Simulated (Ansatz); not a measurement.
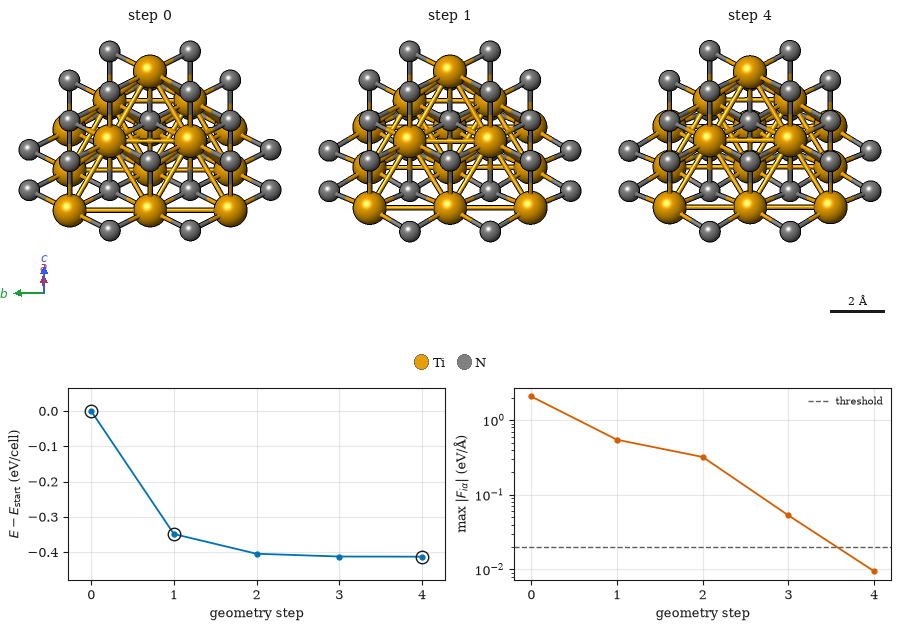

Frames of a relaxation of a slab of composition TiN (cut from the Fm-3m phase), marked on the history of the run. The picture is a ball-and-stick view of the atoms within 5.0 Å of the atom that moves most (axes of the 3 × 2 repeat of the cell, outlined in the plane, without the vacuum), seen from a free direction.

Case: (1 0 0) slab, atoms relaxed. The slab is the (1 0 0) face of TiN.

These are results of DFT PBE, scalar-relativistic, plane waves, PAW in Ansatz, not measurements. (plane-wave cutoff 420 eV; k-point mesh 12 × 12 × 1; occupations gaussian; smearing width 0.1 eV; no spin polarisation; dipole correction; atoms relaxed in a fixed cell; force threshold 0.02 eV/Å; at most 60 steps)

> Describe the path.

The largest moves relative to the layer's centre, 0.13 Å, are those of Ti atoms. Largest moves by element: Ti 0.13 Å, N 0.05 Å. The cell stays as it was. Some distances before and after: N–Ti 2.123 → 1.980 Å, N–Ti 2.123 → 2.200 Å, Ti–Ti 3.003 → 2.929 Å, Ti–Ti 3.003 → 2.962 Å. Among the angles between lasting bonds that change: Ti–N–Ti 180.0° → 170.2°, Ti–N–Ti 90.0° → 85.1°, Ti–N–Ti 180.0° → 178.0°. The energy falls by 0.413 eV per cell of the calculation in 4 geometry steps. The largest force component goes from 2.1 to 0.0095 eV/Å. Cost: 79 s on 4 threads of Intel(R) Xeon(R) Platinum 8259CL CPU @ 2.50GHz (Skylake/Cascade Lake), on a shared host, peak memory 0.91 GiB. From step 0 to 1: Ti atoms move most (0.11 Å), energy −0.348 eV per cell of the calculation. From step 1 to 4: Ti atoms move most (0.04 Å), energy −64.2 meV per cell of the calculation.

```tsv
step	E − E(0), meV/atom	largest force component, eV/Å
0	0.00	2.0783
1	-29.04	0.5475
2	-33.70	0.3217
3	-34.35	0.0531
4	-34.39	0.0095
```
